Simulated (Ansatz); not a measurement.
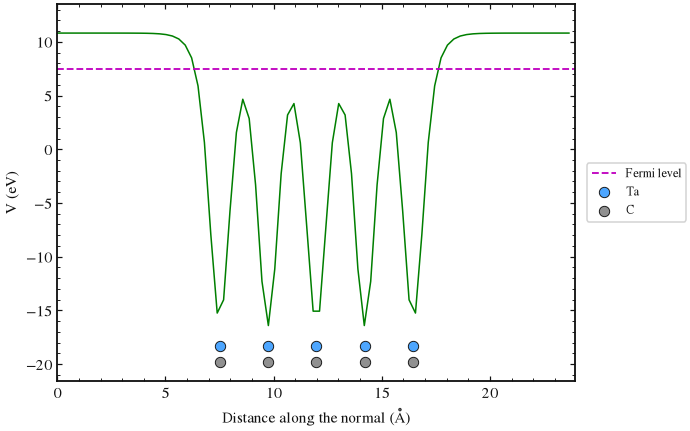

Plane-averaged electrostatic potential energy of an electron across the slab; circles at the bottom mark the heights of the atoms.

System: a (100) slab cut from TaC (Fm-3m), unrelaxed, ended by TaC planes, 10 atoms in the cell.

Method: DFT PBE, scalar-relativistic, plane waves, PAW, no spin polarisation, 11×11×1 k mesh, 420 eV cutoff, Gaussian smearing of 0.1 eV (Ansatz).

Question: What is the work function?

Answer: The work function is 3.33 eV, the same on both faces. The two vacuum levels agree, so the slab has no net dipole along its normal.

Question: How thick are slab and vacuum?

Answer: The outermost atoms are 9.0 Å apart, which leaves 15.0 Å of vacuum in a cell 24.0 Å high.

The atoms aren't at rest in this cell (largest force 2.6 eV/Å), so the relaxed material can differ. Spin-orbit coupling is left out, which matters for Ta.
